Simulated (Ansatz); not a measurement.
## Run report: C, geometry relaxation (part 1 of 2)

C (P6/mmm, 2 atoms in the cell), computed with DFT PBE+D3(BJ), scalar-relativistic, plane waves, PAW, no spin polarisation (Ansatz 0.2.0).

The structure derives from a Materials Project entry. Figures and captions count atoms from 1; the log counts them from 0 in places.

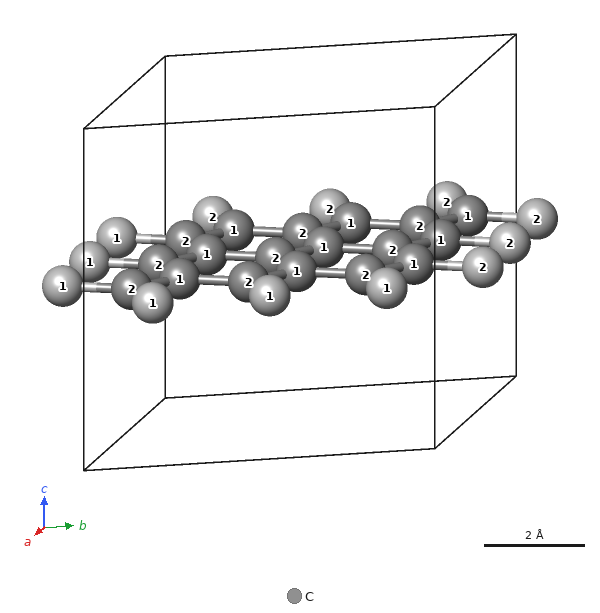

The input geometry (ball-and-stick view of the 3 × 3 repeat of the cell, with the vacuum cut short, seen slightly off an axis; neighbours outside the cell are drawn fainter; atoms are numbered from 1 in the order of the input). Near neighbours in the crystal (not all of them lie inside the picture): C has 3 C at 1.42 Å.

Summary

```csv
quantity,value
outcome,converged
space group (tolerance 0.01 Å),P6/mmm (191)
electrons treated,8
free energy,−502.1533 eV
Fermi energy,6.340 eV
gap on the k-point mesh,none (metallic)
pressure,−0.02 GPa
final volume,18.77 Å³
largest force (length of the vector) at the end,under 0.001 eV/Å
final cell,"a = 2.465 Å, b = 2.465 Å, c = 3.567 Å, α = 90.00°, β = 90.00°, γ = 120.00°"
hardware,"1 thread of AMD EPYC (Zen 3), 32 GiB of memory available, shared host"
wall time,1.7 min
peak memory,0.42 GiB
```

Input file
```yaml
crystal:
  lattice:
    - [2.4561701622, 0.0, 0.0]
    - [-1.2280850811, 2.1271057565, 0.0]
    - [0.0, 0.0, 8.52380336]
  atoms:
    - { symbol: C, position: [0.33333333, 0.66666667, 0.0] }
    - { symbol: C, position: [0.66666667, 0.33333333, 0.0] }
basis:
  ecutwfc: 420
kpoints:
  mp_grid: { grid: [18, 18, 6] }
hamiltonian:
  xc: pbe
  dispersion: d3bj
scf:
  occupations: { method: gaussian, width: 0.1 }
output:
  forces: true
  stress: true
  eigenvalues: true
  write_density: true
  write_potential: true
  elf: true
  volumetric_format: npy
relax:
  adjacent_minimum: "off"
  f_tol: 0.005
  max_steps: 80
  cell: { stress_tol: 0.05 }
```

Run as:
```bash
ansatz run input.yaml --threads 1 --pin off --max-ram 2560MiB --backend cpu --events-out ev --progress --plain --runs-dir out
```

Output
```
Engine: ansatz 0.2.0, x86_64-unknown-linux-gnu
Pseudopotentials: kind: paw
Pseudopotential: C, paw, valence charge 4, recommended cutoff 420 eV (normal), C.paw.azcp
Functional definition: PBE
  parameter kappa = 0.804
  parameter beta = 0.06672455060314922
  exchange = pbe_x(kappa = kappa, mu = beta*pi^2/3)
  correlation = pbe_c(beta = beta)
Crystal: 2 atoms, lattice volume = 44.533 Å³
Basis set: ecut = 420 eV, 839 PW (Γ), exchange–correlation on 36×36×120 points (8 copies of the dense FFT grid, shifted against one another)
Bands: 8, of which v1, the nominal top of the filled ones, is band 4 counted from 1 (3 counted from 0)
Symmetry: 24 space group operations
Space group: P6/mmm (ITA 191), of the structure as read, at distance tolerance 3.5e-5 Å
k-points: 148 of 1944
Non-local potential: C, projectors of the file, l = 0: 2, l = 1: 2, l = 2: 1
PAW form: soft (Blöchl's): semilocal exchange-correlation on the pseudo side does not see the compensation charge
PAW one-centre angular grid: C, 110 points (default); XC on 64 Gauss nodes
Initial density: superposition of atomic densities (neutral atoms: chi_scale 0, normalization atom), corrected by the library's trained network
Initial wavefunctions: pseudopotential atomic-orbital guess
Functional: x = pbe(κ = 0.804, μ = 0.2195149727645171), c = pbe(β = 0.06672455060314922)
SCF iter   1: F=—  HF=-502.062943 eV  |F-HF|=—  |Δ(HF+E_count)|=         —  Δρ=2.64e-3  dr2=2.77e-3  ethr=1.77e-3  ⟨swp⟩=6.2  Hψ=8912  notcnv=0
preconditioner: auto → LDOS  [metal: Δε(μ)=0.000 eV  Ē_g=16.891 eV  σ=0.100 eV  W_gap=0.00  n_scr=4 (ndim 8)  ℏωp=15.7 eV  f_vac=0.571  D(μ)=0.14/eV (n_scr^D=2)  β→1.0]
SCF iter   2: F=—  HF=-502.062644 eV  |F-HF|=—  |Δ(HF+E_count)|=   2.99e-4  Δρ=7.46e-4  dr2=2.74e-4  ethr=3.46e-5  ⟨swp⟩=2.2  Hψ=3397  notcnv=0
SCF iter   3: F=—  HF=-502.062527 eV  |F-HF|=—  |Δ(HF+E_count)|=   1.17e-4  Δρ=8.00e-5  dr2=1.85e-6  ethr=3.42e-6  ⟨swp⟩=2.1  Hψ=2178  notcnv=0
SCF iter   4: F=—  HF=-502.062560 eV  |F-HF|=—  |Δ(HF+E_count)|=   3.34e-5  Δρ=6.77e-6  dr2=6.95e-9  ethr=2.31e-8  ⟨swp⟩=2.5  Hψ=2235  notcnv=0
iter 5 did not close the SCF: its close was put off for the readings that it lacked (scf_convergence_deferred on its scf_iter line)
SCF iter   5: F=-502.062560 eV  HF=-502.062560 eV  |F-HF|=4.26e-11  |Δ(HF+E_count)|=   7.10e-8  Δρ=6.64e-7  dr2=8.75e-11  ethr=8.69e-11  ⟨swp⟩=2.6  Hψ=1913  notcnv=0
iter 6 did not close the SCF: its close was put off until two iterations running show no level that it waits for move by more than its bar (scf_convergence_deferred on its scf_iter line)
SCF iter   6: F=-502.062560 eV  HF=-502.062560 eV  |F-HF|=3.35e-12  |Δ(HF+E_count)|=  7.54e-11  Δρ=2.23e-8  dr2=9.03e-14  ethr=1.09e-12  ⟨swp⟩=5.9  Hψ=7249  notcnv=0
SCF iter   7: F=-502.062560 eV  HF=-502.062560 eV  |F-HF|=2.84e-13  |Δ(HF+E_count)|=  3.30e-12  Δρ=1.64e-9  dr2=1.06e-15  ethr=1.00e-12  ⟨swp⟩=3.8  Hψ=4264  notcnv=0
SCF 1 converged in 7 iterations: F = -502.062560 eV  dr2 = 1.06e-15
  greatest PAW one-centre occupation: 0.675 electrons in one spin orbital (limit 2), on the C atom at site 1 (counted from 0), in its partial waves of l = 0
relax step   1: F+E_penalty+E_count = -502.06256027 eV  Δ(F+E_penalty+E_count) = +0.000e0 eV  max|allowed force component| = 1.850e-16 eV/Å  Δτ_max = 0.0000 Å  P = +1.312 GPa  Ω = 44.533 Å³  (7 SCF iters, accepted)
Crystal: 2 atoms, lattice volume = 44.713 Å³
Initial density: handed on by an earlier stage of this run
Initial wavefunctions: those handed on with the density
iter 1 solved again at ethr=5.53e-6 eV; its pass at ethr=3.10e-3 eV (dr2=4.42e-4 eV) is discarded
SCF iter   1: F=—  HF=-502.064467 eV  |F-HF|=—  |Δ(HF+E_count)|=         —  Δρ=1.03e-3  dr2=4.78e-4  ethr=5.53e-6  ⟨swp⟩=2.3  Hψ=10669  notcnv=0
preconditioner: auto → LDOS  [metal: Δε(μ)=0.000 eV  Ē_g=16.672 eV  σ=0.100 eV  W_gap=0.00  n_scr=4 (ndim 8)  ℏωp=15.7 eV  f_vac=0.571  D(μ)=0.14/eV (n_scr^D=2)  β→1.0]
SCF iter   2: F=—  HF=-502.064294 eV  |F-HF|=—  |Δ(HF+E_count)|=   1.74e-4  Δρ=3.70e-4  dr2=6.26e-5  ethr=5.53e-6  ⟨swp⟩=2.0  Hψ=1812  notcnv=0
SCF iter   3: F=—  HF=-502.064286 eV  |F-HF|=—  |Δ(HF+E_count)|=   7.74e-6  Δρ=1.44e-5  dr2=4.80e-8  ethr=2.50e-9  ⟨swp⟩=10.7  Hψ=10653  notcnv=0
SCF iter   4: F=-502.064286 eV  HF=-502.064286 eV  |F-HF|=4.41e-11  |Δ(HF+E_count)|=   7.64e-8  Δρ=8.40e-7  dr2=1.50e-10  ethr=6.00e-10  ⟨swp⟩=7.3  Hψ=8354  notcnv=0
SCF 2 converged in 4 iterations: F = -502.064286 eV  dr2 = 1.50e-10
  greatest PAW one-centre occupation: 0.673 electrons in one spin orbital (limit 2), on the C atom at site 1 (counted from 0), in its partial waves of l = 0
relax step   2: F+E_penalty+E_count = -502.06428589 eV  Δ(F+E_penalty+E_count) = -1.726e-3 eV  max|allowed force component| = 3.701e-17 eV/Å  Δτ_max = 0.0000 Å  P = +0.398 GPa  Ω = 44.713 Å³  energy of the carried Pulay correction = -2.116e-4 eV  (4 SCF iters, dr2 threshold 2.00e-7 eV, accepted)
[... from here on the SCF iterations and repeated set-up lines of each step are left out, up to the last step ...]
SCF 3 converged in 4 iterations: F = -502.064519 eV  dr2 = 3.81e-11
relax step   3: F+E_penalty+E_count = -502.06451856 eV  Δ(F+E_penalty+E_count) = -2.327e-4 eV  max|allowed force component| = 3.701e-16 eV/Å  Δτ_max = 0.0000 Å  P = -0.018 GPa  Ω = 44.739 Å³  energy of the carried Pulay correction = -2.203e-4 eV  (4 SCF iters, dr2 threshold 2.00e-7 eV, accepted)
SCF 4 converged in 6 iterations: F = -502.065410 eV  dr2 = 8.23e-15
relax step   4: F+E_penalty+E_count = -502.06540985 eV  Δ(F+E_penalty+E_count) = -8.913e-4 eV  max|allowed force component| = 3.146e-16 eV/Å  Δτ_max = 0.0000 Å  P = +0.005 GPa  Ω = 44.223 Å³  energy of the carried Pulay correction = +5.746e-4 eV  (6 SCF iters, accepted)
SCF 5 converged in 6 iterations: F = -502.065604 eV  dr2 = 1.32e-15
relax step   5: F+E_penalty+E_count = -502.06560379 eV  Δ(F+E_penalty+E_count) = -1.939e-4 eV  max|allowed force component| = 3.701e-17 eV/Å  Δτ_max = 0.0000 Å  P = -0.000 GPa  Ω = 44.101 Å³  energy of the carried Pulay correction = +7.642e-4 eV  (6 SCF iters, accepted)
SCF 6 converged in 4 iterations: F = -502.064997 eV  dr2 = 1.50e-11
relax step   6: F+E_penalty+E_count = -502.06499656 eV  Δ(F+E_penalty+E_count) = +6.072e-4 eV  max|allowed force component| = 1.110e-16 eV/Å  Δτ_max = 0.0000 Å  P = -0.020 GPa  Ω = 44.101 Å³  stress off target by 5.96e-2 GPa  SCF on the basis re-selected at this cell (its energy is not comparable with the rows above)  (4 SCF iters)
SCF 7 converged in 6 iterations: F = -502.066409 eV  dr2 = 1.47e-13
relax step   7: F+E_penalty+E_count = -502.06640887 eV  Δ(F+E_penalty+E_count) = -1.412e-3 eV  max|allowed force component| = 1.147e-15 eV/Å  Δτ_max = 0.0000 Å  P = -0.017 GPa  Ω = 43.280 Å³  energy of the carried Pulay correction = +1.237e-3 eV  (6 SCF iters, accepted)
SCF 8 converged in 6 iterations: F = -502.066726 eV  dr2 = 1.73e-13
relax step   8: F+E_penalty+E_count = -502.06672560 eV  Δ(F+E_penalty+E_count) = -3.167e-4 eV  max|allowed force component| = 4.811e-16 eV/Å  Δτ_max = 0.0000 Å  P = -0.001 GPa  Ω = 43.067 Å³  energy of the carried Pulay correction = +1.544e-3 eV  (6 SCF iters, accepted)
SCF 9 converged in 4 iterations: F = -502.065407 eV  dr2 = 1.30e-11
relax step   9: F+E_penalty+E_count = -502.06540731 eV  Δ(F+E_penalty+E_count) = +1.318e-3 eV  max|allowed force component| = 4.811e-16 eV/Å  Δτ_max = 0.0000 Å  P = -0.024 GPa  Ω = 43.067 Å³  stress off target by 6.72e-2 GPa  SCF on the basis re-selected at this cell (its energy is not comparable with the rows above)  (4 SCF iters)
SCF 10 converged in 7 iterations: F = -502.067895 eV  dr2 = 1.09e-13
relax step  10: F+E_penalty+E_count = -502.06789511 eV  Δ(F+E_penalty+E_count) = -2.488e-3 eV  max|allowed force component| = 5.921e-16 eV/Å  Δτ_max = 0.0000 Å  P = +0.041 GPa  Ω = 41.556 Å³  energy of the carried Pulay correction = +2.433e-3 eV  (7 SCF iters, accepted)
SCF 11 converged in 7 iterations: F = -502.067018 eV  dr2 = 4.10e-15
relax step  11: F+E_penalty+E_count = -502.06701770 eV  Δ(F+E_penalty+E_count) = +8.774e-4 eV  max|allowed force component| = 4.996e-16 eV/Å  Δτ_max = 0.0000 Å  P = +0.007 GPa  Ω = 42.159 Å³  energy of the carried Pulay correction = +1.454e-3 eV  (7 SCF iters, accepted)
SCF 12 converged in 4 iterations: F = -502.065809 eV  dr2 = 1.73e-11
relax step  12: F+E_penalty+E_count = -502.06580851 eV  Δ(F+E_penalty+E_count) = +1.209e-3 eV  max|allowed force component| = 6.291e-16 eV/Å  Δτ_max = 0.0000 Å  P = -0.036 GPa  Ω = 42.159 Å³  stress off target by 7.49e-2 GPa  SCF on the basis re-selected at this cell (its energy is not comparable with the rows above)  (4 SCF iters)
SCF 13 converged in 6 iterations: F = -502.067973 eV  dr2 = 3.13e-13
relax step  13: F+E_penalty+E_count = -502.06797271 eV  Δ(F+E_penalty+E_count) = -2.164e-3 eV  max|allowed force component| = 8.882e-16 eV/Å  Δτ_max = 0.0000 Å  P = +0.020 GPa  Ω = 40.944 Å³  energy of the carried Pulay correction = +1.993e-3 eV  (6 SCF iters, accepted)
SCF 14 converged in 5 iterations: F = -502.066422 eV  dr2 = 4.02e-14
relax step  14: F+E_penalty+E_count = -502.06642234 eV  Δ(F+E_penalty+E_count) = +1.550e-3 eV  max|allowed force component| = 8.882e-16 eV/Å  Δτ_max = 0.0000 Å  P = -0.038 GPa  Ω = 40.944 Å³  stress off target by 8.72e-2 GPa  SCF on the basis re-selected at this cell (its energy is not comparable with the rows above)  (5 SCF iters)
SCF 15 converged in 6 iterations: F = -502.068523 eV  dr2 = 2.66e-13
relax step  15: F+E_penalty+E_count = -502.06852296 eV  Δ(F+E_penalty+E_count) = -2.101e-3 eV  max|allowed force component| = 5.921e-16 eV/Å  Δτ_max = 0.0000 Å  P = +0.006 GPa  Ω = 39.852 Å³  energy of the carried Pulay correction = +1.845e-3 eV  (6 SCF iters, accepted)
SCF 16 converged in 4 iterations: F = -502.067047 eV  dr2 = 1.71e-11
relax step  16: F+E_penalty+E_count = -502.06704655 eV  Δ(F+E_penalty+E_count) = +1.476e-3 eV  max|allowed force component| = 6.106e-16 eV/Å  Δτ_max = 0.0000 Å  P = -0.050 GPa  Ω = 39.852 Å³  stress off target by 1.01e-1 GPa  SCF on the basis re-selected at this cell (its energy is not comparable with the rows above)  (4 SCF iters)
SCF 17 converged in 6 iterations: F = -502.069448 eV  dr2 = 3.09e-13
relax step  17: F+E_penalty+E_count = -502.06944789 eV  Δ(F+E_penalty+E_count) = -2.401e-3 eV  max|allowed force component| = 4.071e-16 eV/Å  Δτ_max = 0.0000 Å  P = +0.000 GPa  Ω = 38.664 Å³  energy of the carried Pulay correction = +2.065e-3 eV  (6 SCF iters, accepted)
SCF 18 converged in 5 iterations: F = -502.067861 eV  dr2 = 6.41e-14
relax step  18: F+E_penalty+E_count = -502.06786130 eV  Δ(F+E_penalty+E_count) = +1.587e-3 eV  max|allowed force component| = 4.996e-16 eV/Å  Δτ_max = 0.0000 Å  P = -0.063 GPa  Ω = 38.664 Å³  stress off target by 1.18e-1 GPa  SCF on the basis re-selected at this cell (its energy is not comparable with the rows above)  (5 SCF iters)
SCF 19 converged in 6 iterations: F = -502.070802 eV  dr2 = 4.45e-13
relax step  19: F+E_penalty+E_count = -502.07080161 eV  Δ(F+E_penalty+E_count) = -2.940e-3 eV  max|allowed force component| = 5.921e-16 eV/Å  Δτ_max = 0.0000 Å  P = -0.002 GPa  Ω = 37.281 Å³  energy of the carried Pulay correction = +2.478e-3 eV  (6 SCF iters, accepted)
SCF 20 converged in 5 iterations: F = -502.068979 eV  dr2 = 6.32e-14
relax step  20: F+E_penalty+E_count = -502.06897856 eV  Δ(F+E_penalty+E_count) = +1.823e-3 eV  max|allowed force component| = 5.921e-16 eV/Å  Δτ_max = 0.0000 Å  P = -0.077 GPa  Ω = 37.281 Å³  stress off target by 1.43e-1 GPa  SCF on the basis re-selected at this cell (its energy is not comparable with the rows above)  (5 SCF iters)
SCF 21 converged in 6 iterations: F = -502.072830 eV  dr2 = 6.87e-13
relax step  21: F+E_penalty+E_count = -502.07283000 eV  Δ(F+E_penalty+E_count) = -3.851e-3 eV  max|allowed force component| = 8.882e-16 eV/Å  Δτ_max = 0.0000 Å  P = -0.003 GPa  Ω = 35.585 Å³  energy of the carried Pulay correction = +3.168e-3 eV  (6 SCF iters, accepted)
SCF 22 converged in 5 iterations: F = -502.070697 eV  dr2 = 1.88e-13
relax step  22: F+E_penalty+E_count = -502.07069690 eV  Δ(F+E_penalty+E_count) = +2.133e-3 eV  max|allowed force component| = 8.882e-16 eV/Å  Δτ_max = 0.0000 Å  P = -0.097 GPa  Ω = 35.585 Å³  stress off target by 1.82e-1 GPa  SCF on the basis re-selected at this cell (its energy is not comparable with the rows above)  (5 SCF iters)
SCF 23 converged in 6 iterations: F = -502.076210 eV  dr2 = 1.60e-12
relax step  23: F+E_penalty+E_count = -502.07620973 eV  Δ(F+E_penalty+E_count) = -5.513e-3 eV  max|allowed force component| = 5.736e-16 eV/Å  Δτ_max = 0.0000 Å  P = -0.012 GPa  Ω = 33.398 Å³  energy of the carried Pulay correction = +4.303e-3 eV  (6 SCF iters, accepted)
SCF 24 converged in 5 iterations: F = -502.073667 eV  dr2 = 2.15e-13
relax step  24: F+E_penalty+E_count = -502.07366698 eV  Δ(F+E_penalty+E_count) = +2.543e-3 eV  max|allowed force component| = 4.626e-16 eV/Å  Δτ_max = 0.0000 Å  P = -0.134 GPa  Ω = 33.398 Å³  stress off target by 2.58e-1 GPa  SCF on the basis re-selected at this cell (its energy is not comparable with the rows above)  (5 SCF iters)
SCF 25 converged in 6 iterations: F = -502.080532 eV  dr2 = 2.02e-12
relax step  25: F+E_penalty+E_count = -502.08053198 eV  Δ(F+E_penalty+E_count) = -6.865e-3 eV  max|allowed force component| = 5.921e-16 eV/Å  Δτ_max = 0.0000 Å  P = -0.042 GPa  Ω = 31.210 Å³  energy of the carried Pulay correction = +4.582e-3 eV  (6 SCF iters, dr2 threshold 1.67e-7 eV, accepted)
SCF 26 converged in 7 iterations: F = -502.086824 eV  dr2 = 3.26e-14
relax step  26: F+E_penalty+E_count = -502.08682440 eV  Δ(F+E_penalty+E_count) = -6.292e-3 eV  max|allowed force component| = 9.992e-16 eV/Å  Δτ_max = 0.0000 Å  P = -0.076 GPa  Ω = 29.200 Å³  energy of the carried Pulay correction = +9.017e-3 eV  (7 SCF iters, accepted)
SCF 27 converged in 5 iterations: F = -502.095908 eV  dr2 = 1.07e-9
relax step  27: F+E_penalty+E_count = -502.09590818 eV  Δ(F+E_penalty+E_count) = -9.084e-3 eV  max|allowed force component| = 3.701e-17 eV/Å  Δτ_max = 0.0000 Å  P = -0.170 GPa  Ω = 27.014 Å³  energy of the carried Pulay correction = +1.411e-2 eV  (5 SCF iters, dr2 threshold 9.66e-8 eV, accepted)
SCF 28 converged in 5 iterations: F = -502.108903 eV  dr2 = 1.51e-9
relax step  28: F+E_penalty+E_count = -502.10890251 eV  Δ(F+E_penalty+E_count) = -1.299e-2 eV  max|allowed force component| = 1.850e-16 eV/Å  Δτ_max = 0.0000 Å  P = -0.299 GPa  Ω = 24.827 Å³  energy of the carried Pulay correction = +1.953e-2 eV  (5 SCF iters, dr2 threshold 2.00e-7 eV, accepted)
SCF 29 converged in 5 iterations: F = -502.126888 eV  dr2 = 1.49e-9
relax step  29: F+E_penalty+E_count = -502.12688798 eV  Δ(F+E_penalty+E_count) = -1.799e-2 eV  max|allowed force component| = 1.850e-16 eV/Å  Δτ_max = 0.0000 Å  P = -0.448 GPa  Ω = 22.639 Å³  energy of the carried Pulay correction = +2.530e-2 eV  (5 SCF iters, dr2 threshold 2.00e-7 eV, accepted)
SCF 30 converged in 5 iterations: F = -502.148121 eV  dr2 = 1.73e-9
relax step  30: F+E_penalty+E_count = -502.14812061 eV  Δ(F+E_penalty+E_count) = -2.123e-2 eV  max|allowed force component| = 2.961e-16 eV/Å  Δτ_max = 0.0000 Å  P = -0.510 GPa  Ω = 20.449 Å³  energy of the carried Pulay correction = +3.149e-2 eV  (5 SCF iters, dr2 threshold 2.00e-7 eV, accepted)
SCF 31 converged in 6 iterations: F = -502.156066 eV  dr2 = 8.93e-12
relax step  31: F+E_penalty+E_count = -502.15606613 eV  Δ(F+E_penalty+E_count) = -7.946e-3 eV  max|allowed force component| = 2.776e-16 eV/Å  Δτ_max = 0.0000 Å  P = +0.209 GPa  Ω = 18.250 Å³  energy of the carried Pulay correction = +3.815e-2 eV  (6 SCF iters, dr2 threshold 2.00e-7 eV, accepted)
SCF 32 converged in 4 iterations: F = -502.157142 eV  dr2 = 8.44e-9
relax step  32: F+E_penalty+E_count = -502.15714233 eV  Δ(F+E_penalty+E_count) = -1.076e-3 eV  max|allowed force component| = 5.736e-16 eV/Å  Δτ_max = 0.0000 Å  P = +2.177 GPa  Ω = 18.603 Å³  energy of the carried Pulay correction = +3.701e-2 eV  (4 SCF iters, dr2 threshold 2.00e-7 eV, accepted)
SCF 33 converged in 5 iterations: F = -502.157396 eV  dr2 = 5.61e-11
relax step  33: F+E_penalty+E_count = -502.15739622 eV  Δ(F+E_penalty+E_count) = -2.539e-4 eV  max|allowed force component| = 3.701e-17 eV/Å  Δτ_max = 0.0000 Å  P = -0.153 GPa  Ω = 19.016 Å³  energy of the carried Pulay correction = +3.577e-2 eV  (5 SCF iters, dr2 threshold 2.00e-7 eV, accepted)
SCF 34 converged in 3 iterations: F = -502.157224 eV  dr2 = 1.57e-7
relax step  34: F+E_penalty+E_count = -502.15722441 eV  Δ(F+E_penalty+E_count) = +1.718e-4 eV  max|allowed force component| = 4.071e-16 eV/Å  Δτ_max = 0.0000 Å  P = +0.011 GPa  Ω = 19.084 Å³  energy of the carried Pulay correction = +3.556e-2 eV  (3 SCF iters, dr2 threshold 2.00e-7 eV, accepted)
SCF 35 converged in 5 iterations: F = -502.152850 eV  dr2 = 4.20e-13
relax step  35: F+E_penalty+E_count = -502.15284970 eV  Δ(F+E_penalty+E_count) = +4.375e-3 eV  max|allowed force component| = 2.776e-16 eV/Å  Δτ_max = 0.0000 Å  P = -0.294 GPa  Ω = 19.084 Å³  stress off target by 4.33e-1 GPa  SCF on the basis re-selected at this cell (its energy is not comparable with the rows above)  (5 SCF iters)
SCF 36 converged in 4 iterations: F = -502.154206 eV  dr2 = 1.51e-9
relax step  36: F+E_penalty+E_count = -502.15420626 eV  Δ(F+E_penalty+E_count) = -1.357e-3 eV  max|allowed force component| = 2.961e-16 eV/Å  Δτ_max = 0.0000 Å  P = +0.058 GPa  Ω = 18.802 Å³  energy of the carried Pulay correction = +1.053e-3 eV  (4 SCF iters, dr2 threshold 2.00e-7 eV, accepted)
SCF 37 converged in 4 iterations: F = -502.154042 eV  dr2 = 6.47e-11
relax step  37: F+E_penalty+E_count = -502.15404208 eV  Δ(F+E_penalty+E_count) = +1.642e-4 eV  max|allowed force component| = 1.295e-16 eV/Å  Δτ_max = 0.0000 Å  P = -0.002 GPa  Ω = 18.850 Å³  energy of the carried Pulay correction = +8.740e-4 eV  (4 SCF iters, dr2 threshold 1.95e-8 eV, accepted)
SCF 38 converged in 5 iterations: F = -502.153223 eV  dr2 = 2.94e-12
relax step  38: F+E_penalty+E_count = -502.15322278 eV  Δ(F+E_penalty+E_count) = +8.193e-4 eV  max|allowed force component| = 1.110e-16 eV/Å  Δτ_max = 0.0000 Å  P = -0.074 GPa  Ω = 18.850 Å³  stress off target by 1.63e-1 GPa  SCF on the basis re-selected at this cell (its energy is not comparable with the rows above)  (5 SCF iters)
SCF 39 converged in 4 iterations: F = -502.153551 eV  dr2 = 1.82e-10
relax step  39: F+E_penalty+E_count = -502.15355087 eV  Δ(F+E_penalty+E_count) = -3.281e-4 eV  max|allowed force component| = 1.850e-16 eV/Å  Δτ_max = 0.0000 Å  P = -0.009 GPa  Ω = 18.768 Å³  energy of the carried Pulay correction = +2.888e-4 eV  (4 SCF iters, dr2 threshold 6.67e-8 eV, accepted)
iter 1 solved again at ethr=1.37e-7 eV; its pass at ethr=3.10e-3 eV (dr2=1.09e-5 eV) is discarded
SCF iter   1: F=—  HF=-502.153281 eV  |F-HF|=—  |Δ(HF+E_count)|=         —  Δρ=2.78e-5  dr2=1.96e-8  ethr=1.37e-7  ⟨swp⟩=3.1  Hψ=11197  notcnv=0
preconditioner: auto → none  [insulator: Δε(μ)=0.461 eV  Ē_g=18.258 eV  σ=0.100 eV  W_gap=1.00  n_scr=2 (ndim 8)  ℏωp=24.2 eV  f_vac=0.056  D(μ)=0.00/eV (n_scr^D=0)  ε∞_Penn≈2.8]
SCF iter   2: F=—  HF=-502.153290 eV  |F-HF|=—  |Δ(HF+E_count)|=   8.68e-6  Δρ=1.46e-5  dr2=5.89e-9  ethr=2.45e-10  ⟨swp⟩=2.9  Hψ=1970  notcnv=0
SCF iter   3: F=—  HF=-502.153290 eV  |F-HF|=—  |Δ(HF+E_count)|=   3.53e-8  Δρ=2.19e-6  dr2=7.41e-10  ethr=7.36e-11  ⟨swp⟩=2.0  Hψ=1776  notcnv=0
SCF iter   4: F=—  HF=-502.153290 eV  |F-HF|=—  |Δ(HF+E_count)|=  4.50e-10  Δρ=7.29e-7  dr2=5.69e-11  ethr=9.26e-12  ⟨swp⟩=2.9  Hψ=1769  notcnv=0
SCF iter   5: F=-502.153290 eV  HF=-502.153290 eV  |F-HF|=2.07e-11  |Δ(HF+E_count)|=  1.88e-10  Δρ=1.30e-7  dr2=2.34e-12  ethr=1.00e-12  ⟨swp⟩=6.0  Hψ=4462  notcnv=0
SCF 40 converged in 5 iterations: F = -502.153290 eV  dr2 = 2.34e-12
relax step  40: F+E_penalty+E_count = -502.15329001 eV  Δ(F+E_penalty+E_count) = +2.609e-4 eV  max|allowed force component| = 3.146e-16 eV/Å  Δτ_max = 0.0000 Å  P = -0.023 GPa  Ω = 18.768 Å³  stress off target by 4.39e-2 GPa  SCF on the basis re-selected at this cell (its energy is not comparable with the rows above)  (5 SCF iters)
```
